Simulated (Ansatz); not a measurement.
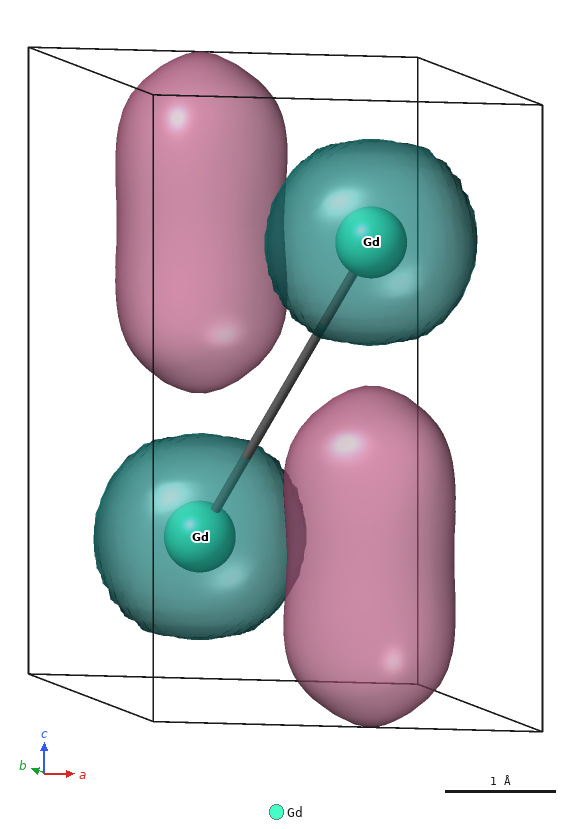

The picture shows: Gd. Isosurfaces of the spin density (up minus down) at +0.05 (teal) and −0.05 e/Å³ (pink), seen slightly off an axis. Sticks mark near contacts.

Space group P6₃/mmc; computed pressure about 4 GPa in this cell; spin-polarised.

The calculation used Kohn-Sham DFT of a periodic cell, PBE, Ansatz PAW (Ansatz).

```
Gd
1.0
     3.63600    0.00000    0.00000
    -1.81800    3.14887    0.00000
     0.00000    0.00000    5.78260
Gd
2
Cartesian
  1.8180 1.0496 4.3369
  0.0000 2.0993 1.4457
```

Where is the spin, and how is it ordered?

Answer. The spin density sits on Gd: +5.9 μB (×2) in one cell of 2 atoms: parallel main moments (a ferromagnetic arrangement) in this solution. The cell of the calculation (2 atoms) carries 10.5 μB of net spin moment.
